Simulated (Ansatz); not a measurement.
C

```
C
1.0
     2.46658    0.00000    0.00000
    -1.23329    2.13612    0.00000
     0.00000    0.00000   28.99441
C
12
Cartesian
  1.2333 0.7120 17.3291
  1.2333 0.7120 2.8319
  1.2333 0.7120 11.6653
  1.2333 0.7120 26.1625
  0.0000 0.0000 7.2518
  0.0000 1.4241 26.1625
  0.0000 0.0000 21.7490
  1.2333 0.7120 7.2518
  0.0000 1.4241 11.6653
  0.0000 1.4241 21.7490
  0.0000 1.4241 2.8319
  0.0000 1.4241 17.3291
```

Space group P6₃/mmc; a structure from a database of computed crystals, not necessarily the ambient phase.

These are results of DFT PBE, scalar-relativistic, plane waves, PAW in Ansatz, not measurements.

Q: Predict the valence pseudo-density and electron localisation function between the atoms.

A: C–C (1.42 Å): the density is about 2 e/Å³ at the midpoint; the ELF peaks at about 0.95 between the atoms.

Q: Does the calculation make it a metal, or give it a gap?

A: It is gapless in this calculation (a metal or semimetal).

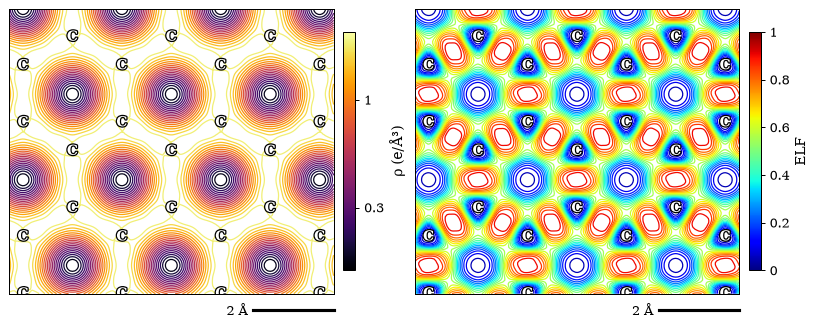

Computed valence pseudo-density and electron localisation function on the (001) plane of the conventional cell, in this order. 
